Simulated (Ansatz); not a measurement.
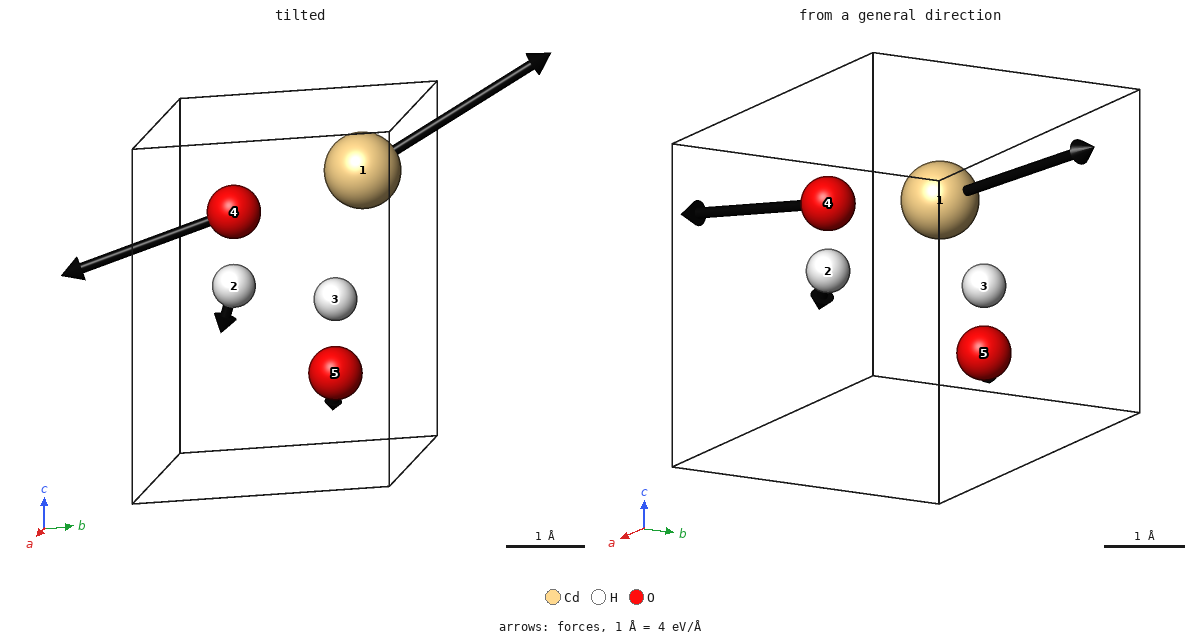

The crystal in a spheres-only representation, seen slightly off an axis and from a general direction. The simulation cell is drawn as a box. The arrows are the computed forces on the atoms.

System: CdH$_{2}$O$_{2}$. The calculation used DFT LDA, scalar-relativistic, plane waves, PAW in Ansatz, with cutoff 420 eV, 9×9×6 k-mesh, Gaussian smearing of 0.05 eV, no spin polarisation.

Are the forces small enough to call this converged?

No. The atoms still feel forces of up to about 9.6 eV/Å, far above a usual threshold of 0.01 to 0.03 eV/Å.

The structure was taken from a structure listed in the Materials Project. The cell was then strained or its atoms displaced on purpose. It went into a calculation with Ansatz.
